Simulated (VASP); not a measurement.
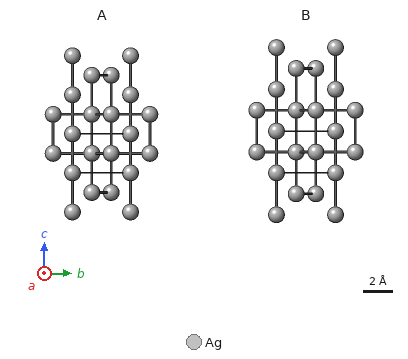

Two geometries of solid Ag (a generated structure, set up in P6/mmm), drawn at one scale. One is the start of a relaxation, the other its converged end. A ball-and-stick model of the cell of the calculation, repeated 1 × 1 × 2 with one cell outlined, seen along the a axis.

Level of theory: Kohn-Sham DFT of a periodic cell, PBE, VASP PAW PBE potentials, recommended (VASP 6.6.1). Set-up: plane-wave cutoff 600 eV; k-point mesh 6 × 6 × 6; occupations gaussian; smearing width 0.1 eV; no spin polarisation.

### Which geometry has the lower energy?

Structure A is the relaxed one. The run lets cell and atoms move. Over 7 geometry steps the energy falls by 0.153 eV per cell of the calculation. All forces vanish by symmetry, so only the cell relaxes. The pressure goes from −6.17 to 0.01 GPa. No atom moves by more than 0.005 Å relative to the cell. The drawn cell changes as follows: a = b 4.849 → 4.768 Å (−1.7 %), c 2.973 → 2.779 Å (−6.5 %); the volume changes by −9.6 %. Near-neighbour distances that change, for instance: Ag–Ag 2.973 → 2.779 Å, Ag–Ag 2.799 → 2.753 Å. The space group stays P6/mmm (No. 191). It ran on 1 thread of Intel(R) Xeon(R) Platinum 8375C CPU @ 2.90GHz (Ice Lake), with other jobs on the host.
